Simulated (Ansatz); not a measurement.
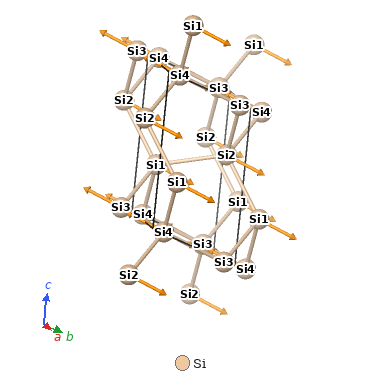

The system is Si (I4/mmm, No. 139; 4 atoms in the cell); the picture shows the reference structure; orange arrows give the pattern of the mode. The energy is mapped over a normal mode and a strain (zone-centre modes of the 4-atom cell of this scan) (x along [1 0 0], y along [0 1 0], z along [0 0 1] of the conventional cell). The first coordinate is: amplitude of mode 4 (146 cm⁻¹), largest displacement in the unstrained cell; the second: equal normal strain along x, y and z. Nothing is relaxed (the pattern is fixed in fractional coordinates). The scan uses an 11 × 7 grid; 42 points were computed and 35 follow by symmetry. Points are written as (first, second). Energies are in meV per cell, from the lowest grid point. Computed with Ansatz 0.2.0, DFT PBE, scalar-relativistic, plane waves, PAW. Settings: cutoff 420 eV, k-mesh 10×10×10, gaussian smearing 0.05 eV, no spin polarisation.

Its coordinates:

```xyz
4
Lattice="-3.3456 3.3456 1.9304 3.3456 -3.3456 1.9304 3.3456 3.3456 -1.9304" Properties=species:S:1:pos:R:3 pbc="T T T"
Si    1.1951    1.1951    0.0000
Si    2.1505    2.1505    1.9304
Si    2.1505   -2.1505    1.9304
Si   -2.1505    2.1505    1.9304
```

Range: amplitude of mode 4 (146 cm⁻¹), largest displacement in the unstrained cell from −0.117 to 0.117 Å; equal normal strain along x, y and z from −2.50 to 2.50 %.

What landscape does the calculation give?

Answer. The lowest grid point is at (0.000 Å, 0.00 %). It is the only kind of minimum in the scanned range. The highest grid point, (−0.117 Å, 2.50 %), lies 194 meV above the lowest.

```tsv
second ↓, first →	−0.117	−0.094	−0.070	−0.047	−0.023	0.000	0.023	0.047	0.070	0.094	0.117
2.50	194	165	143	127	118	115	118	127	143	165	194
1.67	127	100	79	64	56	53	56	64	79	100	127
0.83	82	57	38	24	16	13	16	24	38	57	82
0.00	63	40	22	10	2	0	2	10	22	40	63
−0.83	71	50	34	23	16	14	16	23	34	50	71
−1.67	108	90	76	66	61	59	61	66	76	90	108
−2.50	177	161	150	141	137	135	137	141	150	161	177
```

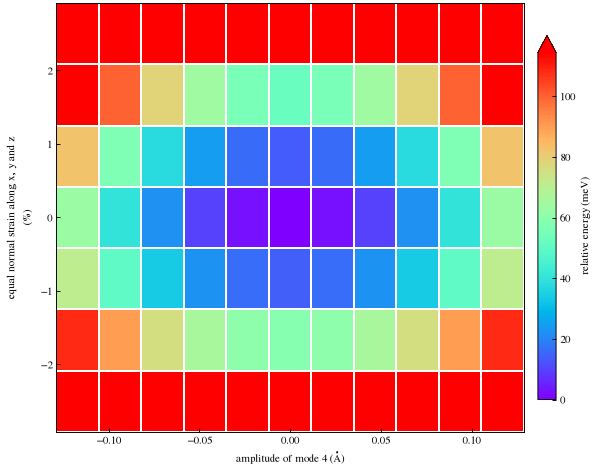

The picture shows one coloured cell a grid point, one colour for all values above the top of the scale.

Each point was launched as `ansatz run input.yaml --threads 1 --pin off --max-ram 2048MiB --backend cpu --events-out ev --progress --plain --runs-dir out`. Time for the 42 points that were run: 7.1 min on 1 thread of Intel(R) Xeon(R) Platinum 8488C (Sapphire Rapids), on a shared host.

PAW datasets: the set soft_1.
